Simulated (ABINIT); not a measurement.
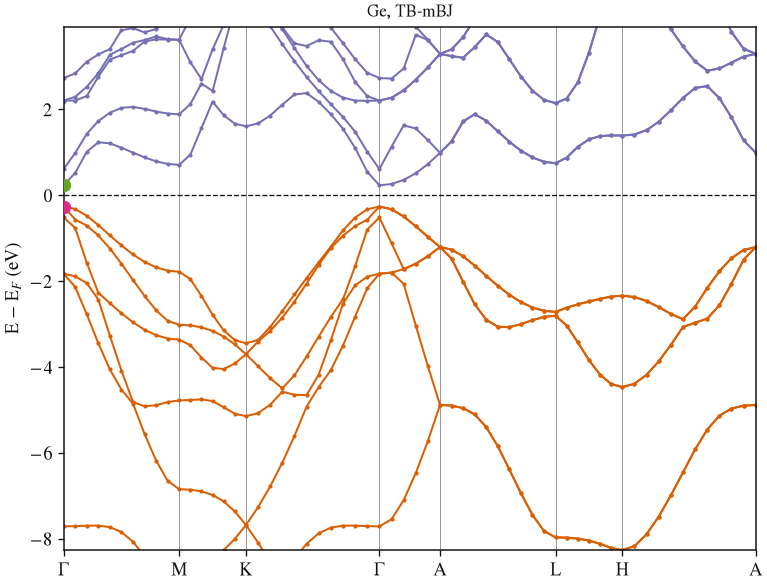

What does this figure show?

Band structure of hexagonal-diamond (lonsdaleite-type) Ge, space group P6_3/mmc (No. 194), 4 atoms in the cell (a = 3.998 Å, c = 6.599 Å (hexagonal axes)). Level of theory: TB-mBJ, JTH PAW LDA v2.0, no spin polarisation, no spin-orbit coupling, 4×4×2 k mesh, 707 eV cutoff; code ABINIT. Energies are counted from the Fermi level. The path runs straight from each named point to the next.

The bands leave a gap. The gap along this path is 0.49 eV and direct: both edges lie at Γ. Two bands meet at the valence-band top at Γ: it is doubly degenerate (spin aside). The top valence band spans 3.2 eV and the lowest conduction band 2.3 eV. The direct gaps are 5.05 eV at K, 3.73 eV at H and 3.46 eV at L.

The k mesh is coarse (spacing up to 0.48 Å⁻¹), so the values aren't converged. The constant c of TB-mBJ comes from the pseudo density here, which moves gaps by up to 0.3 eV between sets of potentials. The PAW data sets were made with another functional. Spin-orbit coupling is left out, which matters for Ge. This isn't the form of Ge at room conditions, which is diamond.
